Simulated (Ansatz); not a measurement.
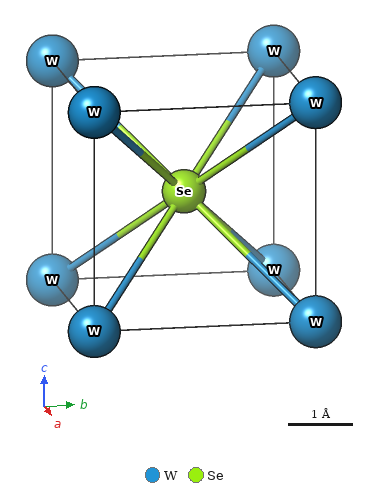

*The structure as given in the input (ball-and-stick view of the cell of the calculation, seen slightly off an axis). An atom can appear more than once, as a periodic image.*

Near neighbours in the periodic cell (some may lie outside the picture): W has 8 Se at 3.07 Å; Se has 8 W at 3.07 Å.

**Run report: WSe, geometry relaxation (part 1 of 2)**

The run: geometry relaxation of WSe (Pm-3m, 2 atoms in the cell). Method and program: DFT PBE+U, scalar-relativistic, plane waves, PAW, Ueff = 6.2 eV on W d, spin-polarised (Ansatz 0.2.0).

The structure was built on a prototype by a generator; it need not be a known phase. Figures and captions count atoms from 1; the log counts them from 0 in places.

The program's output:
```
W: projections on atomic orbitals take those of the free atom [Kr 4d10 4f14] 5s2 5p6 5d4 6s2, of charge +0.00 (hamiltonian.pseudopotentials.projection_atoms); the dataset's partial waves leave at most 6.5e-5 of an orbital's norm unspanned inside its sphere
Se: projections on atomic orbitals take those of the free atom [Ar] 3d10 4s2 4p4, of charge +0.00 (hamiltonian.pseudopotentials.projection_atoms); the dataset's partial waves leave at most 2.3e-6 of an orbital's norm unspanned inside its sphere
Engine: ansatz 0.2.0, x86_64-unknown-linux-gnu
Pseudopotentials: kind: paw
Pseudopotential: W, paw, valence charge 14, recommended cutoff 420 eV (normal), W.paw.azcp
Pseudopotential: Se, paw, valence charge 16, recommended cutoff 420 eV (normal), Se.paw.azcp
Functional definition: PBE
  parameter kappa = 0.804
  parameter beta = 0.06672455060314922
  exchange = pbe_x(kappa = kappa, mu = beta*pi^2/3)
  correlation = pbe_c(beta = beta)
Crystal: 2 atoms, lattice volume = 44.689 Å³
Basis set: ecut = 420 eV, 895 PW (Γ), exchange–correlation on 48×48×48 points (8 copies of the dense FFT grid, shifted against one another)
Bands: 22, of which v1, the nominal top of the filled ones, is band 15 counted from 1 (14 counted from 0)
Symmetry: 48 space group operations
Space group: Pm-3m (ITA 221), of the structure as read, at distance tolerance 3.5e-5 Å
Magnetic group: BNS 221.92 (UNI 1594), of the structure as read, at distance tolerance 3.5e-5 Å
k-points: 84 of 1728
Non-local potential: W, projectors of the file, l = 0: 3, l = 1: 2, l = 2: 2, l = 3: 1
Non-local potential: Se, projectors of the file, l = 0: 2, l = 1: 2, l = 2: 3, l = 3: 1
PAW form: soft (Blöchl's): semilocal exchange-correlation on the pseudo side does not see the compensation charge
PAW one-centre angular grid: W, 590 points (default); XC on 64 Gauss nodes
PAW one-centre angular grid: Se, 590 points (default); XC on 64 Gauss nodes
Initial density: superposition of atomic densities (chi_scale 0.1, normalization cell)
Starting moments: Σ|m| = 4.41 μB on 2 of 2 sites
Initial wavefunctions: pseudopotential atomic-orbital guess
Functional: x = pbe(κ = 0.804, μ = 0.2195149727645171), c = pbe(β = 0.06672455060314922)
iter 1 solved again at ethr=2.81e-4 eV; its pass at ethr=3.10e-3 eV (dr2=8.42e-2 eV) is discarded
SCF iter   1: F=—  HF=-15846.975534 eV  |F-HF|=—  |Δ(HF+E_count)|=         —  Δρ=1.49e-2 (↑1.49e-2 ↓1.45e-2)  dr2=8.42e-2  dr2_m=6.13e-2  M=3.950 μB ∫|m|=4.700 μB  β_m=1.00  ethr=2.81e-4  ⟨swp⟩=1.0  Hψ=22298  notcnv=0
preconditioner: auto → Kerker (q_TF=auto, 2.553 Å⁻¹)  [metal: Δε(μ)=0.033 eV  Ē_g=10.454 eV  σ=0.100 eV  W_gap=0.18  n_scr=18 (ndim 8)  ℏωp=19.2 eV  f_vac=0.000  D(μ)=0.49/eV (n_scr^D=0)]
spin=Collinear: Kerker preconditioning applied to the charge; magnetization (m = ρ↑ − ρ↓) channel mixes plain (no charge-response kernel on spin).
SCF iter   2: F=—  HF=-15847.263660 eV  |F-HF|=—  |Δ(HF+E_count)|=   2.88e-1  Δρ=7.70e-3 (↑7.70e-3 ↓7.08e-3)  dr2=6.39e-2  dr2_m=3.94e-3  M=3.991 μB ∫|m|=4.878 μB  β_m=1.00  ethr=2.81e-4  ⟨swp⟩=2.0  Hψ=5714  notcnv=0
SCF iter   3: F=—  HF=-15847.347450 eV  |F-HF|=—  |Δ(HF+E_count)|=   8.38e-2  Δρ=1.73e-3 (↑1.16e-3 ↓1.73e-3)  dr2=1.92e-3  dr2_m=3.42e-4  M=3.995 μB ∫|m|=4.916 μB  β_m=1.00  ethr=2.13e-4  ⟨swp⟩=2.1  Hψ=6458  notcnv=0  defer=64
SCF iter   4: F=—  HF=-15847.386155 eV  |F-HF|=—  |Δ(HF+E_count)|=   3.87e-2  Δρ=1.11e-3 (↑1.11e-3 ↓8.47e-4)  dr2=6.43e-4  dr2_m=8.21e-5  M=3.997 μB ∫|m|=4.937 μB  β_m=1.00  ethr=6.41e-6  ⟨swp⟩=2.0  Hψ=4852  notcnv=0  defer=64
SCF iter   5: F=—  HF=-15847.407163 eV  |F-HF|=—  |Δ(HF+E_count)|=   2.10e-2  Δρ=5.23e-4 (↑5.23e-4 ↓2.64e-4)  dr2=2.70e-4  dr2_m=2.66e-5  M=3.998 μB ∫|m|=4.950 μB  β_m=1.00  ethr=2.14e-6  ⟨swp⟩=2.0  Hψ=6138  notcnv=0  defer=64
SCF iter   6: F=—  HF=-15847.417062 eV  |F-HF|=—  |Δ(HF+E_count)|=   9.90e-3  Δρ=4.91e-4 (↑4.91e-4 ↓1.92e-4)  dr2=3.95e-4  dr2_m=1.18e-5  M=3.999 μB ∫|m|=4.958 μB  β_m=1.00  ethr=8.99e-7  ⟨swp⟩=2.1  Hψ=4952  notcnv=0  defer=64
SCF iter   7: F=—  HF=-15847.422298 eV  |F-HF|=—  |Δ(HF+E_count)|=   5.24e-3  Δρ=4.56e-4 (↑4.56e-4 ↓2.03e-4)  dr2=4.24e-4  dr2_m=7.59e-6  M=3.999 μB ∫|m|=4.961 μB  β_m=0.30  ethr=8.99e-7  ⟨swp⟩=1.7  Hψ=5253  notcnv=0  defer=64
Mixer restart at iter 7: flushing history
spin-set hold released at iteration 7 (site moments contracting): the magnetisation degrees of freedom join the quasi-Newton model from the next iteration; the mixer history was flushed
SCF iter   8: F=—  HF=-15847.424950 eV  |F-HF|=—  |Δ(HF+E_count)|=   2.65e-3  Δρ=4.78e-4 (↑4.78e-4 ↓1.96e-4)  dr2=4.62e-4  dr2_m=8.73e-6  M=3.999 μB ∫|m|=4.963 μB  β_m=0.65  ethr=8.99e-7  ⟨swp⟩=1.0  Hψ=3683  notcnv=0  defer=64
SCF iter   9: F=—  HF=-15847.427542 eV  |F-HF|=—  |Δ(HF+E_count)|=   2.59e-3  Δρ=1.73e-4 (↑1.56e-4 ↓1.73e-4)  dr2=9.54e-5  dr2_m=6.21e-7  M=3.999 μB ∫|m|=4.967 μB  β_m=0.82  ethr=8.99e-7  ⟨swp⟩=2.0  Hψ=5027  notcnv=0  defer=64
SCF iter  10: F=—  HF=-15847.427527 eV  |F-HF|=—  |Δ(HF+E_count)|=   1.49e-5  Δρ=5.89e-5 (↑5.89e-5 ↓5.61e-5)  dr2=2.30e-6  dr2_m=5.82e-7  M=3.999 μB ∫|m|=4.965 μB  β_m=0.91  ethr=3.18e-7  ⟨swp⟩=1.6  Hψ=4193  notcnv=0  defer=64
SCF iter  11: F=—  HF=-15847.427529 eV  |F-HF|=—  |Δ(HF+E_count)|=   2.18e-6  Δρ=1.25e-5 (↑1.25e-5 ↓1.11e-5)  dr2=1.68e-7  dr2_m=8.23e-9  M=3.999 μB ∫|m|=4.965 μB  β_m=0.96  ethr=7.67e-9  ⟨swp⟩=2.0  Hψ=5197  notcnv=0  defer=64
iter 12 did not close the SCF: its close was put off until two iterations running show no level that it waits for move by more than its bar (scf_convergence_deferred on its scf_iter line)
SCF iter  12: F=-15847.427530 eV  HF=-15847.427529 eV  |F-HF|=4.78e-9  |Δ(HF+E_count)|=   1.32e-7  Δρ=2.60e-6 (↑2.60e-6 ↓2.59e-6)  dr2=1.20e-8  dr2_m=8.11e-11  M=3.999 μB ∫|m|=4.965 μB  β_m=0.98  ethr=3.33e-10  ⟨swp⟩=9.3  Hψ=21317  notcnv=0
iter 13 did not close the SCF: its close was put off until two iterations running show no level that it waits for move by more than its bar (scf_convergence_deferred on its scf_iter line)
SCF iter  13: F=-15847.427530 eV  HF=-15847.427530 eV  |F-HF|=1.02e-10  |Δ(HF+E_count)|=   6.54e-9  Δρ=5.04e-7 (↑4.66e-7 ↓5.04e-7)  dr2=3.60e-10  dr2_m=9.58e-12  M=3.999 μB ∫|m|=4.965 μB  β_m=0.96  ethr=3.99e-11  ⟨swp⟩=4.4  Hψ=16584  notcnv=0
SCF iter  14: F=-15847.427530 eV  HF=-15847.427530 eV  |F-HF|=6.18e-11  |Δ(HF+E_count)|=  1.80e-10  Δρ=1.90e-7 (↑1.90e-7 ↓1.86e-7)  dr2=4.64e-11  dr2_m=1.29e-12  M=3.999 μB ∫|m|=4.965 μB  ethr=1.20e-12  ⟨swp⟩=3.8  Hψ=15931  notcnv=0
SCF 1 converged in 14 iterations: F = -15847.427530 eV  dr2 = 4.64e-11
  greatest PAW one-centre occupation: 1.000 electrons in one spin orbital (limit 2), on the Se atom at site 1 (counted from 0), in its partial waves of l = 2
relax step   1: F+E_penalty+E_count = -15847.42752951 eV  Δ(F+E_penalty+E_count) = +0.000e0 eV  max|allowed force component| = 1.578e-30 eV/Å  Δτ_max = 0.0000 Å  P = +0.034 GPa  Ω = 44.689 Å³  (14 SCF iters, dr2 threshold 1.00e-7 eV, accepted)
Initial density: handed on by an earlier stage of this run
Starting moments: Σ|m| = 4.41 μB on 2 of 2 sites; this step starts from the density that it was given
Initial wavefunctions: pseudopotential atomic-orbital guess (no wavefunctions were taken with the density)
iter 1 solved again at ethr=3.63e-9 eV; its pass at ethr=3.10e-3 eV (dr2=1.09e-6 eV) is discarded
SCF iter   1: F=—  HF=-15847.427530 eV  |F-HF|=—  |Δ(HF+E_count)|=         —  Δρ=1.91e-7 (↑1.83e-7 ↓1.91e-7)  dr2=4.44e-11  dr2_m=1.25e-12  M=3.999 μB ∫|m|=4.965 μB  β_m=0.30  ethr=3.63e-9  ⟨swp⟩=3.3  Hψ=28534  notcnv=0
preconditioner: auto → Kerker (q_TF=auto, 2.553 Å⁻¹)  [metal: Δε(μ)=0.098 eV  Ē_g=10.915 eV  σ=0.100 eV  W_gap=0.43  n_scr=18 (ndim 8)  ℏωp=19.2 eV  f_vac=0.000  D(μ)=0.43/eV (n_scr^D=0)]
spin=Collinear: Kerker preconditioning applied to the charge; magnetization (m = ρ↑ − ρ↓) channel mixes plain (no charge-response kernel on spin).
SCF iter   2: F=—  HF=-15847.427530 eV  |F-HF|=—  |Δ(HF+E_count)|=  2.86e-10  Δρ=1.47e-7 (↑1.39e-7 ↓1.47e-7)  dr2=2.35e-11  dr2_m=7.07e-13  M=3.999 μB ∫|m|=4.965 μB  β_m=0.42  ethr=1.00e-12  ⟨swp⟩=2.4  Hψ=6291  notcnv=0
SCF iter   3: F=-15847.427530 eV  HF=-15847.427530 eV  |F-HF|=1.46e-11  |Δ(HF+E_count)|=  1.82e-11  Δρ=9.05e-8 (↑7.69e-8 ↓9.05e-8)  dr2=8.33e-12  dr2_m=2.25e-13  M=3.999 μB ∫|m|=4.965 μB  ethr=1.00e-12  ⟨swp⟩=4.2  Hψ=14821  notcnv=0
SCF 2 converged in 3 iterations: F = -15847.427530 eV  dr2 = 8.33e-12
relax step   2: F+E_penalty+E_count = -15847.42752951 eV  Δ(F+E_penalty+E_count) = -7.276e-11 eV  max|allowed force component| = 8.677e-30 eV/Å  Δτ_max = 0.0000 Å  P = +0.034 GPa  Ω = 44.689 Å³  stress off target by 3.44e-2 GPa  SCF on the basis re-selected at this cell (its energy is not comparable with the rows above)  (3 SCF iters)
```

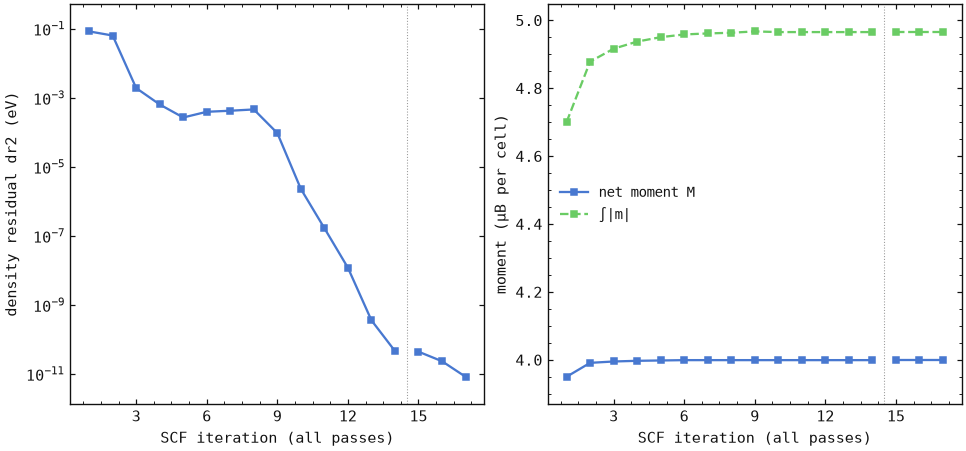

*Convergence of the self-consistent field: density residual dr2 and magnetic moment against the SCF iteration. The dotted lines part the SCF passes of the relaxation: geometry steps, rejected trials and re-solves on a re-selected basis.*

The passes take 14 and 3 iterations. The net moment stays at 4.0 μB per cell.

```
basis re-selected at this cell: Δ(F+E_penalty+E_count) = -7.276e-11 eV, ΔP = +0.000 GPa vs the last step (what re-selecting the basis moved, of the pressure what is left beyond the Pulay correction that the steps carried, after the strain that the cell walked since its last selection, with what the two solves' SCF thresholds leave and, on support functions, any second-order correction that the steps lacked; it is no measure of the basis error at this ecutwfc). This SCF's stress stands 3.44e-2 GPa from its target on what of the cell is left free (relax.cell.stress_tol is 5.00e-2 GPa) and its largest allowed force component is 8.68e-30 eV/Å (relax.f_tol is 1.00e-2 eV/Å): within both
SCF converged after 3 iterations
Magnetization: 3.9994 μB (16.9997 up, 13.0003 down)
Absolute magnetization: 4.9399 μB (∫|ρ↑−ρ↓|, with the PAW one-centre terms)
Spin contamination: 0.3703 ħ² per cell (⟨S²⟩ above its minimum at these occupations)
Per-site moments (μB) at R_I (Å): [(3.5595561659584884, 1.2677113555808948), (-0.4477455632007104, 1.2677113555808948)]
Free energy (F): -15847.427530 eV
Harris-Foulkes:  -15847.427530 eV  (|F-HF|=1.46e-11)
Internal energy: -15847.425359 eV  (E = F + TS)
E sigma→0 (E₀):  -15847.426444 eV
Entropy (-TS):   -0.002170 eV (-1.085 meV/atom)
Fermi energy:    12.985019 eV
--- Per-component energies (eV) ---
  E_band       = -529.894919
  E_kinetic    = 570.469652
  E_local      = -3052.835296  (includes V_loc(G=0)·N_el)
  E_nonlocal   = -588.851489
  E_hartree    = 1398.694822
  E_xc         = -369.236018
  E_vxc        = -334.540447  (∫ρ·V_xc dr)
  E_hubbard    = 1.938538  (on-site DFT+U / exact-exchange correction)
  E_vhub       = -11.050820  (the Hubbard potential's part of the band-sum identity)
  E_paw        = -10476.743019  (= ΣΔE_a)
  E_vpaw       = 89.524470  (= ΣTr[D̂ρ^β])
  E_aug_tail   = -0.000665  (compensation charges beyond the density's cutoff)
  E_ewald      = -3330.861885
  E_smearing   = -0.002170  (= −TS)
  E_closure    = -0.000000  (closes the sum)
  Σ components = -15847.427530   (vs F -15847.427530, Δ=0.00e0)
```
